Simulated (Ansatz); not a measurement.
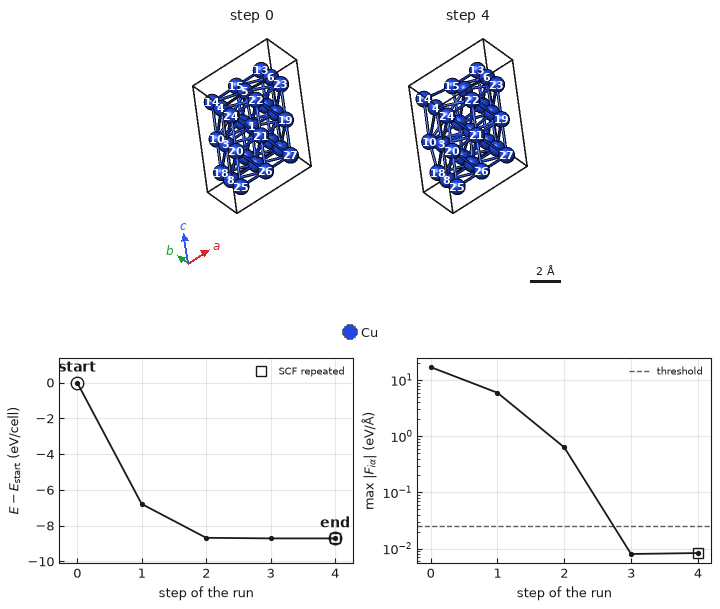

First and last geometry of a relaxation of a defect cell of composition Cu, with the history of the run. Style: ball-and-stick. Shown: the cell of the calculation, reduced to other axes (origin shifted), slightly off an axis. Lengths and directions refer to the drawn axes.

Case: Cu interstitial, charge +0, atoms relaxed at the host's cell.

Level of theory: DFT r2SCAN, scalar-relativistic, plane waves, PAW (Ansatz).

Input file:
```yaml
crystal:
  lattice:
    - [-5.3649933597, 0.0, 5.3649933597]
    - [-5.3649933597, -5.3649933597, 0.0]
    - [0.0, -5.3649933597, 5.3649933597]
  atoms:
    - { symbol: Cu, position: [-0.0167596777, 0.6513090327, 0.0220434531] }
    - { symbol: Cu, position: [0.0, 0.3333333333, 0.0] }
    - { symbol: Cu, position: [0.0, 0.0, 0.0] }
    - { symbol: Cu, position: [-0.0050995713, 0.6664765484, 0.3411442538] }
    - { symbol: Cu, position: [-0.0054171654, 0.3264937516, 0.3537628905] }
    - { symbol: Cu, position: [0.0, 0.0, 0.3333333333] }
    - { symbol: Cu, position: [0.0, 0.6666666667, 0.6666666667] }
    - { symbol: Cu, position: [0.0, 0.3333333333, 0.6666666667] }
    - { symbol: Cu, position: [0.0, 0.0, 0.6666666667] }
    - { symbol: Cu, position: [0.3384730813, 0.6805472848, -0.0223034748] }
    - { symbol: Cu, position: [0.3345679823, 0.3334647601, -0.0114550062] }
    - { symbol: Cu, position: [0.3333333333, 0.0, 0.0] }
    - { symbol: Cu, position: [0.3333333333, 0.6666666667, 0.3333333333] }
    - { symbol: Cu, position: [0.3281198881, 0.3384894393, 0.3295218069] }
    - { symbol: Cu, position: [0.3333333333, 0.0, 0.3333333333] }
    - { symbol: Cu, position: [0.3333333333, 0.6666666667, 0.6666666667] }
    - { symbol: Cu, position: [0.3333333333, 0.3333333333, 0.6666666667] }
    - { symbol: Cu, position: [0.3333333333, 1.0, 0.6666666667] }
    - { symbol: Cu, position: [0.6666666667, 0.6666666667, 0.0] }
    - { symbol: Cu, position: [0.6666666667, 0.3333333333, 0.0] }
    - { symbol: Cu, position: [0.6666666667, 0.0, 0.0] }
    - { symbol: Cu, position: [0.6666666667, 0.6666666667, 0.3333333333] }
    - { symbol: Cu, position: [0.6666666667, 0.3333333333, 0.3333333333] }
    - { symbol: Cu, position: [0.6666666667, 1.0, 0.3333333333] }
    - { symbol: Cu, position: [0.6666666667, 0.6666666667, 0.6666666667] }
    - { symbol: Cu, position: [0.6666666667, 0.3333333333, 0.6666666667] }
    - { symbol: Cu, position: [0.6666666667, 0.0, 0.6666666667] }
    - { symbol: Cu, position: [0.1819949184, 0.4961856138, 0.1569511597] }
basis:
  ecutwfc: 500
  xc_grid: 3
kpoints:
  mp_grid: { grid: [4, 4, 4], shift: [0.0, 0.0, 0.0] }
hamiltonian:
  xc: r2scan
scf:
  occupations: { method: gaussian, width: 0.1 }
output:
  forces: true
  stress: false
  eigenvalues: true
  write_density: true
  write_potential: true
  elf: true
  volumetric_format: npy
relax:
  adjacent_minimum: "off"
  f_tol: 0.025
  max_steps: 45
```

Run as
```bash
ansatz run input.yaml --threads 8 --pin off --max-ram 20480MiB --backend cpu --events-out ev --progress --plain --runs-dir out
```

Q: Read the history and describe the run.

A: It converged. Cu1 moves most: 0.39 Å along [1 −1 −3]. The cell stays as it was. Among the contacts that change: Cu5–Cu14 2.489 → 2.986 Å, Cu4–Cu14 2.509 → 2.994 Å, Cu1–Cu5 2.493 → 2.973 Å, Cu1–Cu11 2.548 → 3.014 Å. Among the angles between lasting bonds that change: Cu1–Cu28–Cu14 168.7° → 177.0°, Cu4–Cu28–Cu5 83.0° → 87.9°, Cu1–Cu28–Cu5 83.8° → 88.4°. After 3 accepted moves (4 points after the start) the energy has fallen by 8.710 eV per cell of the calculation. The largest force component goes from 17 to 0.0083 eV/Å. 1 step only repeated the SCF at the same geometry.

Limits of the set-up: the periodic images lie only 7.6 Å apart, so the values are limited by the cell's size.
